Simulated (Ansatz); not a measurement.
## IrCl2 (1T sheet): how robust is the cRPA U?

Wanted: the sensitivity and cost of U and J for IrCl2 (1T sheet).

Program: Ansatz 0.2.0. Level of theory: constrained RPA on LDA, plane waves, PAW. Results are calculated unless marked as measured.

**1. Set-up**

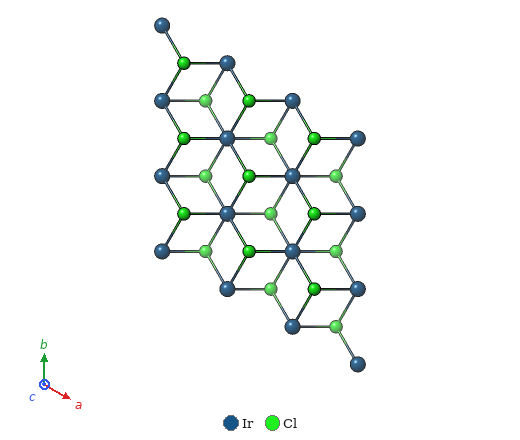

The cell as given, from above (iridium blue, chlorine green). 3×3×1 cells are drawn. Some periodic images of atoms are drawn too.

The cell holds 3 atoms: 1 Ir and 2 Cl. Cell: a = 3.624 Å, b = 3.624 Å, c = 30.112 Å, α = 90.0°, β = 90.0°, γ = 120.0°. Vacuum lies along c.

The structure was relaxed with LDA. The structure was generated from a model, not taken from a measurement. The runs that relaxed it are not among those shown. The program's search for lower electronic states was switched off, so nothing shows that the state found is the lowest. Spin-orbit coupling is left out unless a step names it. The default PAW set here is soft_2. Its files were made with PBE. The Coulomb interaction is cut off across the vacuum.

**2. Base: Ir eg, bands v1 to c1, 6×6×1 mesh, medium accuracy**

Constrained RPA screens the interaction with every transition except those inside the target bands, which a later many-body model would treat itself.

input.yaml reads:

```yaml
crystal:
  lattice:
    - [0.0, 2.56290611, 2.56290611]
    - [2.56290611, -2.56290611, 0.0]
    - [17.38503569, 17.38503569, -17.38503569]
  atoms:
    - { symbol: Ir, position: [0.0, 0.0, 0.3180797022] }
    - { symbol: Cl, position: [0.3333333333, 0.6666666667, 0.3568718616] }
    - { symbol: Cl, position: [0.6666666667, 0.3333333333, 0.2792875428] }
  periodic: [true, true, false]
kpoints:
  mp_grid: { grid: [6, 6, 1] }
hamiltonian:
  xc: lda
scf:
  occupations: { method: gaussian, width: 0.08 }
  n_extra_bands: 19
  max_iter: 150
  lower_state_search: "off"
output:
  crpa:
    kmesh: [6, 6, 1]
    target_bands: [v1, c1]
    projections: [{ species: Ir, l: d, shell: 5, orbitals: [dz2, dx2-y2] }]
  local_orbitals:
    kmesh: [12, 12, 1]
    orbitals: [{ species: Ir, l: d, shell: 5, orbitals: [dz2, dx2-y2] }]
    window: { bands: [v1, c1] }
    seedname: lo
```

Started as:

```console
> ansatz run input.yaml --threads 4 --pin off --max-ram 14745MiB --backend cpu --events-out ev --progress --plain --runs-dir out
```

Numbers of over 12 decimals in the logs are rounded to 6 here.

The log of the run:

```text
scf.n_extra_bands = 19 over 16 filled bands (N_el = 31.0): the run solves 35 bands
Engine: ansatz 0.2.0, aarch64-unknown-linux-gnu
Pseudopotentials: kind: paw
Pseudopotential: Ir, paw, valence charge 17, recommended cutoff 420 eV (normal), Ir.paw.azcp
Pseudopotential: Cl, paw, valence charge 7, recommended cutoff 420 eV (normal), Cl.paw.azcp
Functional definition: SPW92
  exchange = slater_x
  correlation = pw_c
Crystal: 3 atoms, lattice volume = 342.580 Å³
Basis set: ecut = 420 eV, 6593 PW (Γ)
Bands: 35, of which v1, the nominal top of the filled ones, is band 16 counted from 1 (15 counted from 0)
Symmetry: 12 space group operations
Space group: P-3m1 (ITA 164), of the structure as read, at distance tolerance 7.0e-5 Å
k-points: 7 of 36
Non-local potential: Ir, projectors of the file, l = 0: 3, l = 1: 2, l = 2: 2, l = 3: 1
Non-local potential: Cl, projectors of the file, l = 0: 2, l = 1: 2, l = 2: 2
PAW form: soft (Blöchl's): semilocal exchange-correlation on the pseudo side does not see the compensation charge
PAW frozen core: Ir, regenerated for the run's functional, and the local potential with it (the file was generated under x = pbe(κ = 0.804, μ = 0.219515), c = pbe(β = 0.066725))
PAW frozen core: Cl, regenerated for the run's functional, and the local potential with it (the file was generated under x = pbe(κ = 0.804, μ = 0.219515), c = pbe(β = 0.066725))
PAW one-centre angular grid: Ir, 590 points (default); XC on 64 Gauss nodes
PAW one-centre angular grid: Cl, 110 points (default); XC on 64 Gauss nodes
Initial density: superposition of atomic densities (neutral atoms: chi_scale 0, normalization atom), corrected by the library's trained network
Initial wavefunctions: pseudopotential atomic-orbital guess
Functional: x = slater, c = lda
SCF iter   1: F=—  HF=-13751.008411 eV  |F-HF|=—  |Δ(HF+E_count)|=         —  Δρ=4.02e-3  dr2=2.87e-2  ethr=1.77e-3  ⟨swp⟩=11.3  Hψ=1883  notcnv=0  defer=55
preconditioner: auto → LDOS  [metal: Δε(μ)=0.070 eV  Ē_g=14.394 eV  σ=0.080 eV  W_gap=0.45  n_scr=16 (ndim 8)  ℏωp=9.6 eV  f_vac=0.804  D(μ)=6.39/eV (n_scr^D=16)  β→1.0]
SCF iter   2: F=—  HF=-13751.005601 eV  |F-HF|=—  |Δ(HF+E_count)|=   2.81e-3  Δρ=2.21e-3  dr2=1.33e-2  ethr=9.25e-5  ⟨swp⟩=3.0  Hψ=523  notcnv=0  defer=86
SCF iter   3: F=—  HF=-13751.001441 eV  |F-HF|=—  |Δ(HF+E_count)|=   4.16e-3  Δρ=4.80e-4  dr2=8.58e-4  ethr=4.28e-5  ⟨swp⟩=3.3  Hψ=373  notcnv=0  defer=86
SCF iter   4: F=—  HF=-13751.001379 eV  |F-HF|=—  |Δ(HF+E_count)|=   6.22e-5  Δρ=1.98e-4  dr2=2.06e-4  ethr=2.77e-6  ⟨swp⟩=3.1  Hψ=276  notcnv=0  defer=86
SCF iter   5: F=—  HF=-13751.001355 eV  |F-HF|=—  |Δ(HF+E_count)|=   2.46e-5  Δρ=9.89e-5  dr2=6.37e-5  ethr=6.64e-7  ⟨swp⟩=2.7  Hψ=294  notcnv=0  defer=86
SCF iter   6: F=—  HF=-13751.001354 eV  |F-HF|=—  |Δ(HF+E_count)|=   6.93e-7  Δρ=7.07e-5  dr2=3.71e-5  ethr=2.05e-7  ⟨swp⟩=1.9  Hψ=265  notcnv=0  defer=86
SCF iter   7: F=—  HF=-13751.001356 eV  |F-HF|=—  |Δ(HF+E_count)|=   2.17e-6  Δρ=4.45e-5  dr2=9.99e-6  ethr=1.20e-7  ⟨swp⟩=2.1  Hψ=238  notcnv=0  defer=86
SCF iter   8: F=—  HF=-13751.001360 eV  |F-HF|=—  |Δ(HF+E_count)|=   4.04e-6  Δρ=1.87e-5  dr2=1.72e-6  ethr=3.22e-8  ⟨swp⟩=2.4  Hψ=235  notcnv=0  defer=86
SCF iter   9: F=—  HF=-13751.001361 eV  |F-HF|=—  |Δ(HF+E_count)|=   1.20e-6  Δρ=6.32e-6  dr2=1.04e-7  ethr=5.55e-9  ⟨swp⟩=3.7  Hψ=327  notcnv=0  defer=86
SCF iter  10: F=-13751.001362 eV  HF=-13751.001362 eV  |F-HF|=6.32e-9  |Δ(HF+E_count)|=   1.20e-7  Δρ=1.78e-6  dr2=1.27e-8  ethr=3.23e-10  ⟨swp⟩=19.0  Hψ=1944  notcnv=0
SCF 1 converged in 10 iterations: F = -13751.001362 eV  dr2 = 1.27e-8
[...]
NSCF: frozen V_eff on 22 k-points
NSCF: frozen V_eff on 7 k-points
[...]
cRPA screening: q 1/36
cRPA screening: q 2/36
cRPA screening: q 8/36 (q-point 3)
cRPA screening: q 14/36 (q-point 4)
cRPA screening: q 17/36 (q-point 8)
cRPA screening: q 23/36 (q-point 9)
cRPA screening: q 35/36 (q-point 15)
SCF converged after 10 iterations
Free energy (F): -13751.001362 eV
Harris-Foulkes:  -13751.001362 eV  (|F-HF|=6.32e-9)
Internal energy: -13750.977442 eV  (E = F + TS)
E sigma→0 (E₀):  -13750.989402 eV
Entropy (-TS):   -0.023920 eV (-7.973 meV/atom)
Fermi energy:    -4.291026 eV
--- Per-component energies (eV) ---
  E_band       = -782.335616
  E_kinetic    = 950.377172
  E_local      = -51563.193995  (includes V_loc(G=0)·N_el)
  E_nonlocal   = 142.471801
  E_hartree    = 25232.545502
  E_xc         = -477.027733
  E_vxc        = -541.190174  (∫ρ·V_xc dr)
  E_paw        = -10204.618435  (= ΣΔE_a)
  E_vpaw       = -235.891610  (= ΣTr[D̂ρ^β])
  E_aug_tail   = 0.000261  (compensation charges beyond the density's cutoff)
  E_ewald      = 22167.675400
  E_core_change = 0.792586  (= ΣΔE_core)
  E_smearing   = -0.023920  (= −TS)
  E_closure    = 0.000000  (closes the sum)
  Σ components = -13751.001362   (vs F -13751.001362, Δ=0.00e0)
--- Band table (eV; the first three rows and the last of 7) ---
  k-point 0: bands = [... 12 lower, -7.4701, -7.4701, -6.1747, -3.5689, -3.5689, -2.0534, -0.9406, -0.4833, ... 15 higher]
  k-point 1: bands = [... 12 lower, -7.2073, -6.8880, -5.9374, -4.3321, -3.8286, -1.2457, -0.2697, 0.1836, ... 15 higher]
  k-point 2: bands = [... 12 lower, -7.1651, -6.5314, -6.1842, -4.3400, -3.8823, -0.7450, 0.1869, 1.0335, ... 15 higher]
  k-point 6: bands = [... 12 lower, -7.0645, -6.2316, -6.2316, -4.1914, -4.1914, 0.1074, 2.1745, 2.4493, ... 15 higher]
  the weakly bound empty levels are not read free of the cell's end (no_gap_told)
--- cRPA (band scheme, projected local orbitals): target bands 16..17 (1-based), 2 Wannier function(s), 6×6×1 mesh, 34 bands' worth read of 39 solved, ecut_chi 136.0 eV, v(q+G=0) probe_charge, pair densities all_electron ---
  χ-basis size per q: N_G = 1212..1264
  window electrons = 1.0000, filled by tetrahedron_uncorrected; constrained ε̄⁻¹(q = 0, 0) head = 0.633822; min gauge Gram eig = 0.4628
  Kanamori averages over each shell's own Wannier functions (sites counted from 0, functions from 1):
    Site 0, 5D, 2 of 5 d orbitals (Wannier functions 1, 2; wannier90's mr 1, 4):
      screened: U = 2.6559 eV, U' = 2.1551 eV, J = 0.2504 eV
      screened, to within: U = 8.8e-3 eV, U' = 8.8e-3 eV, J = 5.6e-4 eV
      bare: V = 9.3002 eV, V' = 8.4318 eV, J = 0.4342 eV
  Hermiticity witness max|P − P†| over intra, direct and exchange elements: 3.93e-17 eV (screened), 1.78e-15 eV (bare)
  Reality witness max|Im| over intra, direct and exchange elements: 2.54e-16 eV (screened), 1.89e-17 eV (bare)
```

Run time: 1.8 min. Hardware: 4 threads of Arm Neoverse V1, shared host; peak memory 1.8 GiB; 6.7 min of CPU time.

This step gave:

| Quantity | Value |
| --- | --- |
| U | 2.656 eV |
| U prime (inter-orbital) | 2.155 eV |
| J | 0.2504 eV |
| bare V | 9.300 eV |
| bare J | 0.4342 eV |
| stated bound on U | 0.008732 eV |
| U over bare V | 0.2856 |
| electrons in the window | 1.0000 |
| head of the constrained inverse dielectric matrix | 0.6338 |
| least eigenvalue of the projection's overlap | 0.4628 |
| target functions | 2 |
| bands in the sums | 34 |
| r.m.s. miss of the model bands | 3.22e-4 eV |
| width of the target bands | 0.9653 eV |
| weight of the projected orbitals in the window | 0.5832 |

On the Ir eg shell, screening brings the on-site interaction from 9.3 eV down to U = 2.66 eV.

**3. Changed: 9×9×1 mesh**

input.yaml, as its differences from that of step 2:

```diff
@@ -21,9 +21,4 @@
   crpa:
-    kmesh: [6, 6, 1]
+    kmesh: [9, 9, 1]
     target_bands: [v1, c1]
     projections: [{ species: Ir, l: d, shell: 5, orbitals: [dz2, dx2-y2] }]
-  local_orbitals:
-    kmesh: [12, 12, 1]
-    orbitals: [{ species: Ir, l: d, shell: 5, orbitals: [dz2, dx2-y2] }]
-    window: { bands: [v1, c1] }
-    seedname: lo
```

The log of the run:

```text
[...]
Crystal: 3 atoms, lattice volume = 342.580 Å³
Basis set: ecut = 420 eV, 6593 PW (Γ)
Bands: 35, of which v1, the nominal top of the filled ones, is band 16 counted from 1 (15 counted from 0)
Symmetry: 12 space group operations
[...]
k-points: 7 of 36
[...]
SCF iter   1: F=—  HF=-13751.008411 eV  |F-HF|=—  |Δ(HF+E_count)|=         —  Δρ=4.02e-3  dr2=2.87e-2  ethr=1.77e-3  ⟨swp⟩=11.3  Hψ=1883  notcnv=0  defer=55
[...]
SCF iter  10: F=-13751.001362 eV  HF=-13751.001362 eV  |F-HF|=6.32e-9  |Δ(HF+E_count)|=   1.20e-7  Δρ=1.78e-6  dr2=1.27e-8  ethr=3.23e-10  ⟨swp⟩=19.0  Hψ=1944  notcnv=0
SCF 1 converged in 10 iterations: F = -13751.001362 eV  dr2 = 1.27e-8
[...]
NSCF: frozen V_eff on 12 k-points
[...]
cRPA screening: q 1/81
cRPA screening: q 2/81
cRPA screening: q 8/81 (q-point 3)
cRPA screening: q 14/81 (q-point 4)
cRPA screening: q 20/81 (q-point 5)
[...]
Internal energy: -13750.977442 eV  (E = F + TS)
E sigma→0 (E₀):  -13750.989402 eV
Entropy (-TS):   -0.023920 eV (-7.973 meV/atom)
Fermi energy:    -4.291026 eV
[...]
--- Band table (eV; the first three rows and the last of 7) ---
  k-point 0: bands = [... 12 lower, -7.4701, -7.4701, -6.1747, -3.5689, -3.5689, -2.0534, -0.9406, -0.4833, ... 15 higher]
  k-point 1: bands = [... 12 lower, -7.2073, -6.8880, -5.9374, -4.3321, -3.8286, -1.2457, -0.2697, 0.1836, ... 15 higher]
  k-point 2: bands = [... 12 lower, -7.1651, -6.5314, -6.1842, -4.3400, -3.8823, -0.7450, 0.1869, 1.0335, ... 15 higher]
  k-point 6: bands = [... 12 lower, -7.0645, -6.2316, -6.2316, -4.1914, -4.1914, 0.1074, 2.1745, 2.4493, ... 15 higher]
  the weakly bound empty levels are not read free of the cell's end (no_gap_told)
[...]
χ-basis size per q: N_G = 1206..1266
[...]
Site 0, 5D, 2 of 5 d orbitals (Wannier functions 1, 2; wannier90's mr 1, 4):
      screened: U = 2.6641 eV, U' = 2.1638 eV, J = 0.2502 eV
      screened, to within: U = 8.8e-3 eV, U' = 8.8e-3 eV, J = 5.4e-4 eV
      bare: V = 9.2718 eV, V' = 8.4044 eV, J = 0.4337 eV
[...]
[key lines of the parts left out:]
SCF converged after 10 iterations
Free energy (F): -13751.001362 eV
```

Elapsed: 4 min, on 4 threads; peak memory 2 GiB; 16 min of CPU time.

This step gave:

```yaml
u: 2.664 eV
u_prime_inter_orbital: 2.164 eV
j: 0.2502 eV
bare_v: 9.272 eV
bare_j: 0.4337 eV
stated_bound_on_u: 0.008714 eV
u_over_bare_v: 0.2873
electrons_in_the_window: 1
head_of_the_constrained_inverse_dielectric_matrix: 0.6534
least_eigenvalue_of_the_projection_s_overlap: 0.4628
target_functions: 2
bands_in_the_sums: 34
width_of_the_target_bands: 0.9653 eV
weight_of_the_projected_orbitals_in_the_window: 0.5832
```

On the Ir eg shell, screening brings the on-site interaction from 9.3 eV down to U = 2.66 eV.

**4. Changed: 3×3×1 mesh**

input.yaml, as its differences from that of step 3:

```diff
@@ -21,3 +21,3 @@
   crpa:
-    kmesh: [9, 9, 1]
+    kmesh: [3, 3, 1]
     target_bands: [v1, c1]
```

The log of the run:

```text
[...]
Crystal: 3 atoms, lattice volume = 342.580 Å³
Basis set: ecut = 420 eV, 6593 PW (Γ)
Bands: 35, of which v1, the nominal top of the filled ones, is band 16 counted from 1 (15 counted from 0)
Symmetry: 12 space group operations
[...]
k-points: 7 of 36
[...]
the weakly bound empty levels are not read free of the cell's end (no_gap_told)
[...]
χ-basis size per q: N_G = 1212..1250
[...]
Site 0, 5D, 2 of 5 d orbitals (Wannier functions 1, 2; wannier90's mr 1, 4):
      screened: U = 2.7098 eV, U' = 2.1960 eV, J = 0.2569 eV
      screened, to within: U = 8.7e-3 eV, U' = 8.7e-3 eV, J = 6.0e-4 eV
      bare: V = 9.5817 eV, V' = 8.6977 eV, J = 0.4420 eV
[...]
[key lines of the parts left out:]
SCF converged after 10 iterations
Free energy (F): -13751.001362 eV
Fermi energy:    -4.291026 eV
```

Wall time 30 s (4 threads); peak memory 1.7 GiB.

Numbers from this step:

* U: 2.710 eV
* U prime (inter-orbital): 2.196 eV
* J: 0.2569 eV
* bare V: 9.582 eV
* bare J: 0.4420 eV
* stated bound on U: 0.008637 eV
* U over bare V: 0.2828
* electrons in the window: 1.000
* head of the constrained inverse dielectric matrix: 0.6024
* least eigenvalue of the projection's overlap: 0.4628
* target functions: 2
* bands in the sums: 34
* width of the target bands: 0.9653 eV
* weight of the projected orbitals in the window: 0.5832

On the Ir eg shell, screening brings the on-site interaction from 9.6 eV down to U = 2.71 eV.

**5. Changed: sums over states**

input.yaml, as its differences from that of step 4:

```diff
@@ -21,4 +21,7 @@
   crpa:
-    kmesh: [3, 3, 1]
+    kmesh: [6, 6, 1]
     target_bands: [v1, c1]
     projections: [{ species: Ir, l: d, shell: 5, orbitals: [dz2, dx2-y2] }]
+    accuracy: sum_over_states
+    n_empty_bands: 16
+    ecut_chi: 250
```

The log of the run:

```text
[...]
Crystal: 3 atoms, lattice volume = 342.580 Å³
Basis set: ecut = 420 eV, 6593 PW (Γ)
Bands: 35, of which v1, the nominal top of the filled ones, is band 16 counted from 1 (15 counted from 0)
Symmetry: 12 space group operations
[...]
k-points: 7 of 36
[...]
χ-basis size per q: N_G = 3015..3113
[...]
U and J over all bands: no bound (output.crpa.accuracy: sum_over_states); those below are of the sums over the bands read on the sphere of ecut_chi, with what the atoms add
[...]
Site 0, 5D, 2 of 5 d orbitals (Wannier functions 1, 2; wannier90's mr 1, 4):
      screened: U = 2.8951 eV, U' = 2.2998 eV, J = 0.2977 eV
      bare: V = 9.3002 eV, V' = 8.4318 eV, J = 0.4342 eV
[...]
[key lines of the parts left out:]
SCF converged after 10 iterations
Free energy (F): -13751.001362 eV
Fermi energy:    -4.291026 eV
```

The job ended after 27 s (4 threads; peak memory 1.2 GiB).

This variant gives U = 2.90 eV against 2.66 eV. It is a finite sum over empty states with no bound on its error and stays out of the table below.

(Part 1 of 2 ends here.)

[Paths, hosts, dates, memory and timing lines, banners, echoed tables and standing remarks are left out of the program output.]

[Logs are printed without paths, hosts, clocks, repeated set-up lines and the standing remarks that a program may print on its own settings, such as how far it seeks lower states.]

[Runs of the session that timed out or met a known fault of the program may be left out.]

[Hosts, paths, dates, database ids (printed as entryN), source tags and the programs' standing remarks are cut or masked in the printed files.]
